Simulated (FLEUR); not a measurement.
## Si: 5 runs along one coordinate

System: Si (2 atoms in the cell).
Method: Kohn-Sham DFT of a periodic cell, AM05, all-electron, no spin polarisation (FLEUR MaX-R8.1 (later development tree)).

The 5 runs differ only in the geometry, by an even scaling of the cell at fixed fractional positions. The structure derives from a Materials Project entry.

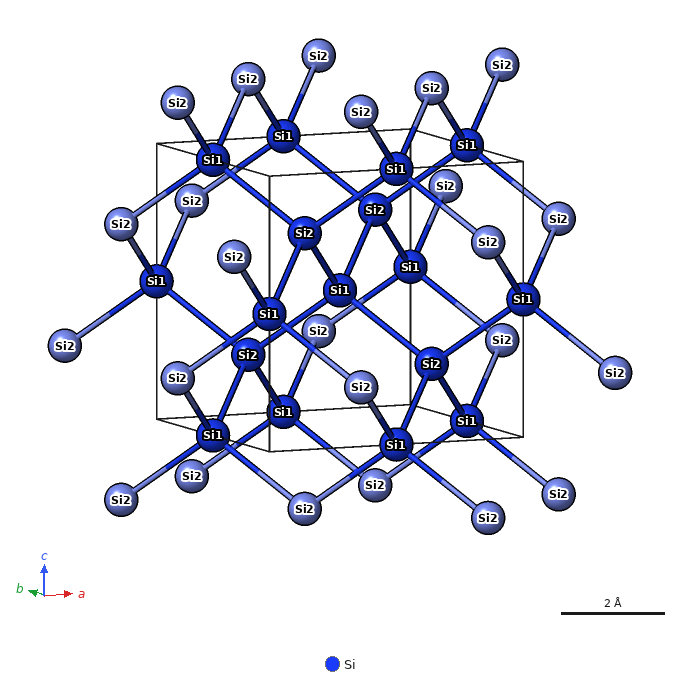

Figure 1. The structure of run 3 (ball-and-stick view of the cell 4 times as large as that of the calculation, set on its symmetry axes, seen slightly off an axis; neighbours outside the cell are drawn fainter; atoms are numbered from 1 in the order of the input).

**Input of run 3**
```
<?xml version="1.0" encoding="UTF-8" standalone="no"?>
<fleurInput fleurInputVersion="0.39">
   <comment>
      Si                                                                                                  
   </comment>
   <calculationSetup>
      <cutoffs Kmax="4.9" Gmax="15.2" GmaxXC="15.2" numbands="0"/>
      <scfLoop itmax="60" minDistance="0.00001" maxIterBroyd="15" imix="Anderson" alpha="0.05" precondParam="0.0" spinf="2.0" sdNocoIR="T"/>
      <coreElectrons ctail="T" frcor="F" kcrel="0" coretail_lmax="0"/>
      <xcFunctional name="LibXC" relativisticCorrections="F">
         <LibXCName exchange="gga_x_am05" correlation="gga_c_am05"/>
      </xcFunctional>
      <magnetism jspins="1"/>
      <soc l_soc="F" theta="0.0" phi="0.0" spav="F"/>
      <expertModes spex="0" secvar="F"/>
      <geometryOptimization l_f="F" forcealpha="1.0" forcemix="BFGS" epsdisp="0.00001" epsforce="0.00001"/>
      <ldaU l_linMix="F" mixParam="0.05" spinf="1.0"/>
   </calculationSetup>
   <cell>
      <bzIntegration valenceElectrons="24.0" mode="hist" fermiSmearingEnergy="0.00183747">
         <kPointListSelection listName="default-1"/>
         <!-- k-points included here -->
         <xi:include xmlns:xi="http://www.w3.org/2001/XInclude" href="kpts.xml"> </xi:include>
      </bzIntegration>
      <!-- symmetry operations included here -->
      <xi:include xmlns:xi="http://www.w3.org/2001/XInclude" href="sym.xml"> </xi:include>
      <bulkLattice scale="1.0000000000">
         <bravaisMatrix>
            <row-1>    0.0000000000000000     5.1435532944025564     5.1435532944025564</row-1>
            <row-2>    5.1435532944025564     0.0000000000000000     5.1435532944025564</row-2>
            <row-3>    5.1435532944025564     5.1435532944025564     0.0000000000000000</row-3>
         </bravaisMatrix>
      </bulkLattice>
   </cell>
   <atomSpecies>
      <species name="Silicon (Si)" element="Si" atomicNumber="14">
         <mtSphere radius="2.0" gridPoints="681" logIncrement="0.017"/>
         <atomicCutoffs lmax="8" lnonsphr="6"/>
         <electronConfig flipSpins="F">
            <coreConfig>(1s1/2)</coreConfig>
            <valenceConfig>(2s1/2) (2p1/2) (2p3/2) (3s1/2) (3p1/2) (3p3/2)</valenceConfig>
            <stateOccupation state="(3p1/2)" spinUp="0.333333" spinDown="0.333333"/>
            <stateOccupation state="(3p3/2)" spinUp="0.666667" spinDown="0.666667"/>
         </electronConfig>
         <energyParameters s="3" p="3" d="3" f="4"/>
         <lo type="SCLO" l="0" n="2" eDeriv="0"/>
         <lo type="SCLO" l="1" n="2" eDeriv="0"/>
         <lo type="SCLO" l="2" n="3" eDeriv="2"/>
         <lo type="SCLO" l="3" n="4" eDeriv="2"/>
      </species>
   </atomSpecies>
   <atomGroups>
      <atomGroup species="Silicon (Si)">
         <relPos label="                   1">3.000/8.000 3.000/8.000 3.000/8.000</relPos>
         <relPos label="                   2">-3.000/8.000 -3.000/8.000 -3.000/8.000</relPos>
         <force calculate="T" relaxXYZ="TTT"/>
      </atomGroup>
   </atomGroups>
   <output dos="F" band="F" slice="F">
      <checks vchk="F" cdinf="F"/>
      <bandDOS minEnergy="-.5*Htr" maxEnergy="0.5*Htr" sigma="0.015" storeEVData="T"/>
      <vacuumDOS vacdos="F" integ="F" star="F" nstars="0" locx1="0.0" locy1="0.0" locx2="0.0" locy2="0.0" nstm="0" tworkf="0.0"/>
      <unfoldingBand unfoldBand="F" supercellX="1" supercellY="1" supercellZ="1"/>
      <plotting iplot="0" polar="F">
         <plot TwoD="T" vec1="  1.0  0.0  0.0" vec2="  0.0  1.0  0.0" vec3="  0.0  0.0  1.0" zero="  0.0  0.0  0.0" file="plot"/>
      </plotting>
      <chargeDensitySlicing numkpt="0" minEigenval="0.0" maxEigenval="0.0" nnne="0" pallst="F"/>
      <specialOutput eonly="F"/>
      <moessbauerParams electricFieldGradient="T" isomerShift="T" coreHyperfine="T" valenceHyperfine="T"/>
      <magneticCircularDichroism mcd="F" energyLo="-10.0" energyUp="0.0"/>
   </output>
  <!-- We include the file relax.xml here to enable relaxations (see documentation) -->
  <xi:include xmlns:xi="http://www.w3.org/2001/XInclude" href="relax.xml"> <xi:fallback/> </xi:include>
</fleurInput>
```

Command:
```bash
inpgen -f crystal.txt -profile fastHighL; fleur_MPI
```

Lattice vectors (Å) and fractional positions of run 3:
```
   0.000000    2.721851    2.721851
   2.721851    0.000000    2.721851
   2.721851    2.721851    0.000000
Si  0.500000  0.500000  0.500000
Si  0.750000  0.750000  0.750000
```

Run 4 has the same physical settings and fractional positions; its lattice vectors (Å) are:
```
   0.000000    2.757669    2.757669
   2.757669    0.000000    2.757669
   2.757669    2.757669    0.000000
```

**Results, with one run withheld**

| run | volume per atom (Å³) | free energy per atom, from the lowest run given (meV) | gap on the mesh (eV) |
| --- | --- | --- | --- |
| 1 | 18.955 | 19.32 | 0.45 |
| 2 | 19.358 | 7.47 | 0.49 |
| 3 | 20.165 | 0.00 | 0.56 |
| 4 | 20.971 | ? | ? |
| 5 | 21.375 | 22.06 | 0.66 |

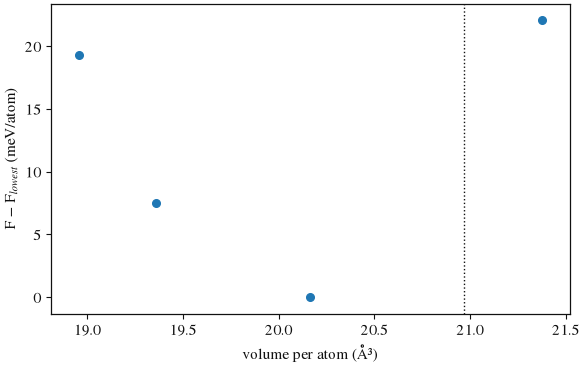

Figure 2. Free energy per atom of the runs given; the dotted line marks run 4.

Fit the runs given and predict run 4.

A quadratic polynomial in V^(−2/3) (the Birch–Murnaghan form), fitted to the 4 runs given, misses them by at most 0.01 meV per atom. With x = V^(−2/3) − 0.13605 Å⁻², it reads F = 0.12719 + 882.22 x + 7.1005e+05 x² (meV per atom). At run 4 it gives 10.82 meV per atom, and the run itself gives 10.86. The fit has its minimum at 20.065 Å³ per atom, where V d²F/dV² gives 92.4 GPa: the bulk modulus at this level, since symmetry fixes the shape and the positions. The gap on the mesh goes, without turning, from 0.45 eV in run 1 to 0.66 eV in run 5; run 4 has 0.63 eV. These are gaps of this functional on this mesh, which can miss the band edges; they aren't the measured gap.

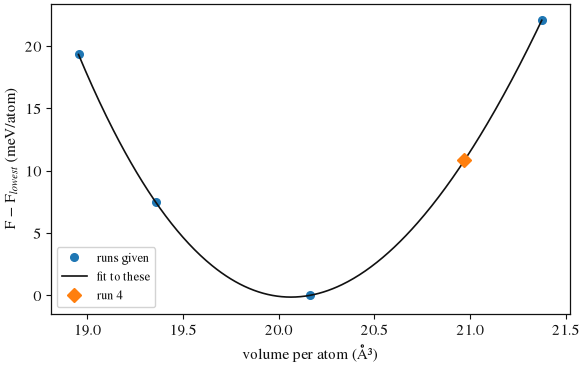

Figure 3. The fit and the withheld run.

**Output (run 4)**
```
Welcome to FLEUR        (www.flapw.de)
      MaX-Release 8.1          (www.max-centre.eu)
 func_ids         135         120         135         120
The functional 'Armiento & Mattsson 05' is an exchange functional, it belongs to the 'GGA' family and is defined in the reference(s):
[1] R. Armiento and A. E. Mattsson.,  Phys. Rev. B 72, 085108 (2005)
[2] A. E. Mattsson, R. Armiento, J. Paier, G. Kresse, J. M. Wills, and T. R. Mattsson.,  J. Chem. Phys. 128, 084714 (2008)
The functional 'Armiento & Mattsson 05' is a correlation functional, it belongs to the 'GGA' family and is defined in the reference(s):
[1] R. Armiento and A. E. Mattsson.,  Phys. Rev. B 72, 085108 (2005)
[2] A. E. Mattsson, R. Armiento, J. Paier, G. Kresse, J. M. Wills, and T. R. Mattsson.,  J. Chem. Phys. 128, 084714 (2008)
 Using same functional for VXC and EXC

 ========== k-point set info ==========
 Selected k-point list: default-1
 k-point list type: mesh
 8 x 8 x 8
 Number of k points: 29

 ------------Calculation Setup---------------------------
 Number of MPI-tasks      :            1
 Number of PE/node        :            1
 Number of OMP-threads    :            1
 Most efficient MPI parallelization for:
           1          29
 Additional eigenvalue parallelization possible
 Number of basis functions:          644
 Approximate size of matrices (H+S) per k-point:         0.006 GB
 --------------------------------------------------------

 Iteration:     1   Distance:       6.94829290 me/bohr^3

 Iteration:     2   Distance:       6.55832433 me/bohr^3

 Iteration:     3   Distance:       0.57746190 me/bohr^3

 Iteration:     4   Distance:       0.49153392 me/bohr^3

 Iteration:     5   Distance:       0.30880653 me/bohr^3

 Iteration:     6   Distance:       0.03438092 me/bohr^3

 Iteration:     7   Distance:       0.02352849 me/bohr^3

 Iteration:     8   Distance:       0.00876894 me/bohr^3

 Iteration:     9   Distance:       0.00236710 me/bohr^3

 Iteration:    10   Distance:       0.00045891 me/bohr^3

 Iteration:    11   Distance:       0.00014642 me/bohr^3

 Iteration:    12   Distance:       0.00000687 me/bohr^3

 ********************************************************************
 Run finished successfully
 Stop message:
   all done
 ********************************************************************
```
